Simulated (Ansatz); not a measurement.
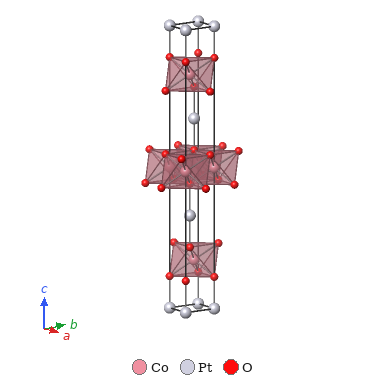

System: CoPtO₂, space group R-3m (No. 166). The picture shows the conventional cell.

Structure:
```cif
data_structure
_symmetry_space_group_name_H-M 'P 1'
_symmetry_Int_Tables_number 1
_cell_length_a 6.1179
_cell_length_b 6.1179
_cell_length_c 6.1179
_cell_angle_alpha 26.555
_cell_angle_beta 26.555
_cell_angle_gamma 26.555
_cell_volume 40.34
loop_
_atom_site_label
_atom_site_type_symbol
_atom_site_fract_x
_atom_site_fract_y
_atom_site_fract_z
_atom_site_occupancy
Co1 Co 0.50000 0.50000 0.50000 1
Pt1 Pt 0.00000 0.00000 0.00000 1
O1 O 0.88776 0.88776 0.88776 1
O2 O 0.11224 0.11224 0.11224 1
```

How it was computed, with Ansatz 0.2.0: third-order Birch-Murnaghan fit to density functional energies at scaled volumes of the given relaxed cell, shape and atoms relaxed at each volume; energies count from the fitted minimum; plane waves with PAW datasets, Γ-centred k mesh. Level: PBEsol, no spin polarisation.

- wave cutoff: 420 eV
- k mesh: 18×18×18
- occupations: Gaussian
- smearing width: 0.1 eV

What does the calculation give for the energy above the minimum and pressure against volume? The volume takes the values 9.481, 9.783, 10.086, 10.388, 10.691 Å³/atom.

A third-order Birch–Murnaghan fit gives V0 = 10.08 Å³/atom, B0 = 260 GPa and B′ = 4.9. The energy above the minimum is 33.1 meV/atom at volume 9.481 Å³/atom and 26.3 meV/atom at 10.691 Å³/atom; the lowest computed point is at volume 10.086 Å³/atom (0.0 meV/atom), and no other minimum shows. The pressure falls from 18.66 GPa at volume 9.481 Å³/atom to −13.15 GPa at 10.691 Å³/atom, and changes sign near 10.09 Å³/atom. The solid is metallic at every point.

```json
{"volume (Å³/atom)": "9.481", "energy above the minimum (meV/atom)": "33.1", "pressure (GPa)": "18.66"}
{"volume (Å³/atom)": "9.783", "energy above the minimum (meV/atom)": "7.8", "pressure (GPa)": "8.51"}
{"volume (Å³/atom)": "10.086", "energy above the minimum (meV/atom)": "0.0", "pressure (GPa)": "-0.01"}
{"volume (Å³/atom)": "10.388", "energy above the minimum (meV/atom)": "7.0", "pressure (GPa)": "-7.17"}
{"volume (Å³/atom)": "10.691", "energy above the minimum (meV/atom)": "26.3", "pressure (GPa)": "-13.15"}
```

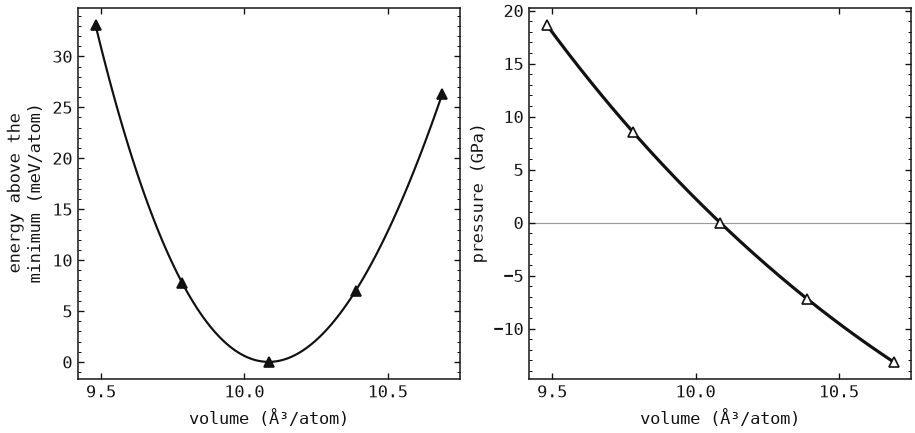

Keep in mind: no spin polarisation, a magnetic state may lie lower.
